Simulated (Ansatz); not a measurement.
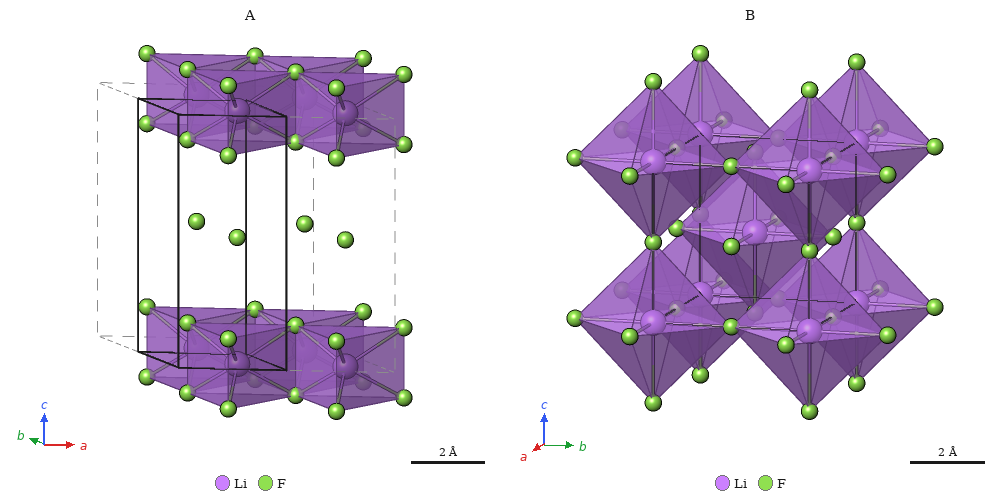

Two structures of LiF₃, each relaxed to rest (conventional cells in solid outline, small ones repeated, not to one scale). Method: DFT PBE, scalar-relativistic, plane waves, PAW in Ansatz, with collinear spins.

What are A and B?

A: 4 atoms a cell on a primitive hexagonal lattice, P-6m2. B: 8 atoms a cell on a body-centred cubic lattice, Im-3m.

Which of the two does the method prefer?

B is lower, by 81 meV/atom at this level of theory (energies at zero smearing). Volumes: A 13.7, B 10.7 Å³/atom.

One or both may be structure types tried for this composition rather than known phases.
